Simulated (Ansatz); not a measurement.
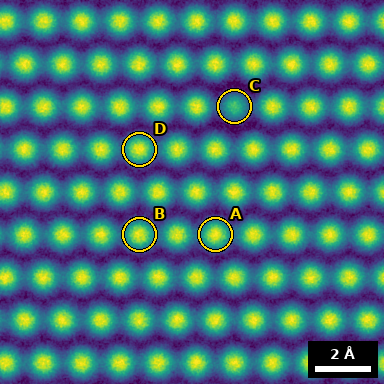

HAADF-like image of Pt (Im-3m, No. 229) along [210]. Simulation: incoherent imaging, intensity Z^1.6 per atom, probe width 0.93 Å, thin sample. The probe carries 15 % of its weight in a tail 2.5 times as wide. The display is stretched by a gamma of 0.8; percentages refer to the linear signal. Shot noise was added.

The sample is 3 repeats (20.9 Å) thick. One point defect was put into the perfect crystal, without relaxing the atoms around it. Brightness is counted from the darkest point of the image. Host structure: the input geometry of a calculation; the starting structure was generated, so it need not be a known form of this composition.

> Which ringed column holds the defect, and does it scatter more or less than its equals?

C; it scatters less. The column holds 3 atoms (Pt) through the sample, and one Pt atom is replaced by Ni, so its peak drops to about 65 % of that of its equals.
